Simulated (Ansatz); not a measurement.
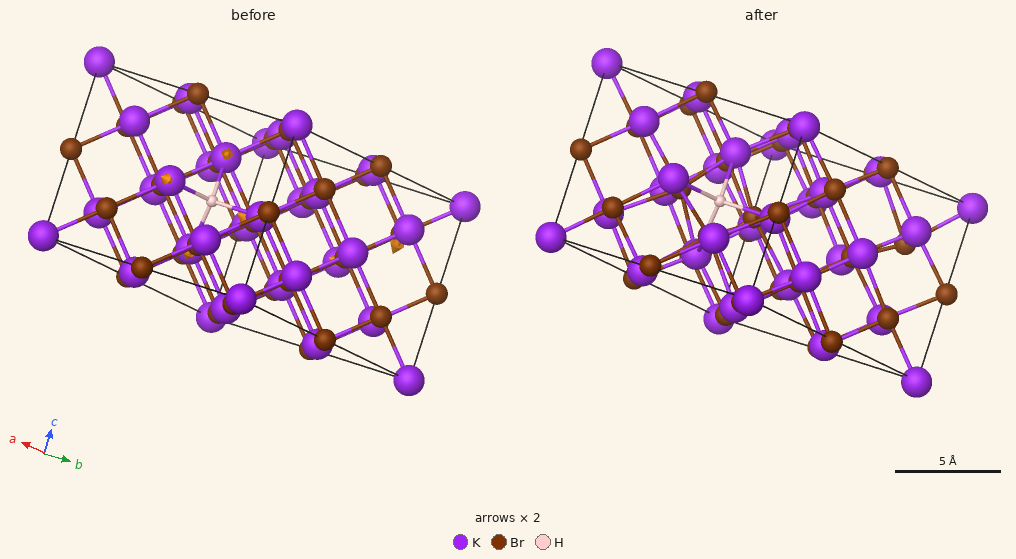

The structure of a defect cell of composition K16HBr16 (cell charge +1) before (left) and after (right) a relaxation, at one scale. The orange arrows give the displacements, magnified 2 times.

A ball-and-stick model of the cell of the calculation (origin shifted), seen from a free direction.

Case: H interstitial, charge +1, atoms relaxed at the host's cell.

All numbers below come from DFT PBE, scalar-relativistic, plane waves, PAW in Ansatz. Settings: plane-wave cutoff 420 eV; k-point mesh 2 × 2 × 2; occupations gaussian; smearing width 0.01 eV; mesh shifted by (0.5, 0.5, 0.5); no spin polarisation; atoms relaxed in a fixed cell; force threshold 0.025 eV/Å; at most 45 steps.

### Describe what moved and what it gained.

Over 5 geometry steps the energy falls by 1.276 eV per cell of the calculation. Largest force component: 0.37 eV/Å at the start, 0.0055 eV/Å at the end. The largest moves, 0.61 Å, are those of Br atoms. By element the largest moves are Br 0.61 Å, K 0.33 Å. H stays in place. The lattice vectors keep their values. Near-neighbour distances that change, for instance: Br–K 3.343 → 3.674 Å, H–K 2.891 → 3.218 Å, Br–K 3.351 → 3.248 Å, Br–K 3.362 → 3.281 Å. Among the angles between lasting bonds that change: Br–K–Br 90.8° → 70.6°, K–Br–K 179.1° → 161.1°, K–Br–K 89.2° → 106.4°. Cost: 120 s on 4 threads of Arm Neoverse V1 (shared host), peak memory 2.1 GiB.

Limits of the set-up: the cell is charged, on a uniform background, and energies carry no finite-size correction.
